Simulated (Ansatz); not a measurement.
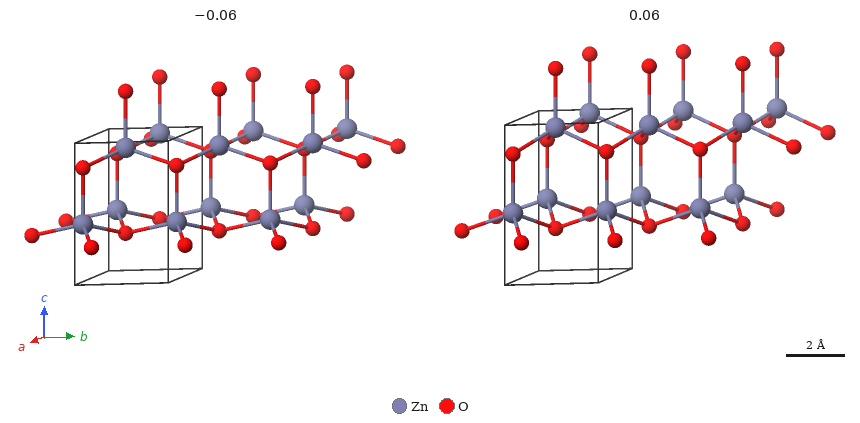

A crystal of ZnO (set up in P6_3mc), under strain along c alone (the other axes held, atoms relaxed), with energies (extrapolated to zero smearing) counted from the relaxed crystal, which is the row at zero. The picture shows the first and the last member. A ball-and-stick model of the cell of the calculation, repeated 2 × 3 × 1 with one cell outlined, seen slightly off an axis.

Computed with Ansatz 0.2.0: DFT PBE, scalar-relativistic, plane waves, PAW. Settings: plane-wave cutoff 420 eV; k-point mesh 12 × 12 × 6; occupations gaussian; smearing width 0.02 eV; no spin polarisation; atoms relaxed in a fixed cell; force threshold 0.008 eV/Å.

```tsv
strain	energy (meV/atom)	a (Å)	c (Å)	band gap (eV)
−0.06	27.57	3.279	4.976	0.90
−0.04	12.35	3.279	5.082	0.85
−0.02	3.13	3.279	5.187	0.80
0.0	0.00	3.279	5.293	0.74
0.02	?	?	?	?
0.04	12.14	3.279	5.505	0.62
0.06	27.05	3.279	5.611	0.56
```

### Fill in the missing row.

A parabola through three neighbouring rows (0.0, 0.04, 0.06) gives, with Lagrange weights, (0.3333)(0.00) + (1.0000)(12.14) + (−0.3333)(27.05) = 3.12 meV/atom. The calculation gives 3.05 meV/atom (a = 3.279 Å, c = 5.399 Å). The estimate is 0.07 meV/atom too high. For the gap a parabola through the rows 0.0, 0.04, 0.06 gives 0.68 eV, and the calculation 0.69 eV (semilocal gaps, lower than measured ones as a rule). From the first member to the last: O–Zn 1.979 → 2.071 Å, O–Zn 1.960 → 2.031 Å.

The whole series:

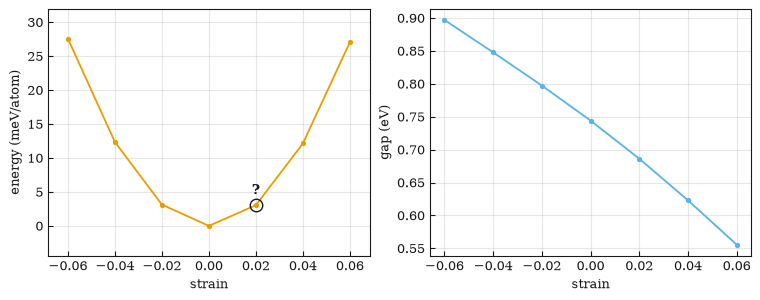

Each member starts from this one structure; whether another phase lies lower wasn't checked.
